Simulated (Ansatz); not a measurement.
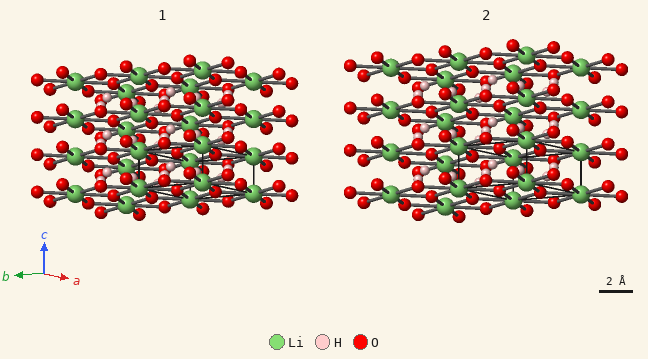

Two geometries of crystalline LiH3O2 (built on the ScCo3B2 type) (coarse preliminary run), drawn at one scale. One is the start of a relaxation, the other its converged end. The picture is a ball-and-stick view of the cell of the calculation, repeated 1 × 2 × 3 with one cell outlined, seen from a free direction.

All numbers below come from Ansatz, DFT r2SCAN, scalar-relativistic, plane waves, PAW. Settings: plane-wave cutoff 500 eV; k-point mesh 6 × 6 × 6; occupations gaussian; smearing width 0.1 eV; no spin polarisation; cell and atoms relaxed; force threshold 0.04 eV/Å; at most 70 steps.

> Which one is relaxed?

Structure 1 is the relaxed one. Case: ScCo3B2 type (P6/mmm, No. 191). After 4 accepted moves (5 points after the start) the energy has fallen by 135 meV per atom. All forces vanish by symmetry, so only the cell relaxes. The pressure goes from −18.52 to −0.17 GPa. The SCF was repeated once at an unchanged geometry on a basis and grid sized afresh for the cell, which shifted the energy by 1.2 meV per atom at most. The atoms keep their places relative to the cell (all moves are under 0.005 Å). Cell: a = b 4.364 → 4.091 Å (−6.3 %), c 2.657 → 2.347 Å (−11.7 %). Volume −22.4 %. Some distances before and after: Li–Li 2.657 → 2.347 Å, Li–O 2.520 → 2.362 Å. The space group stays P6/mmm (No. 191). Cost: 22 s on 1 thread of Arm Neoverse V1, on a shared host, peak memory 0.4 GiB.

Limits of the set-up: the k-point mesh is coarse for a cell with partly filled bands.
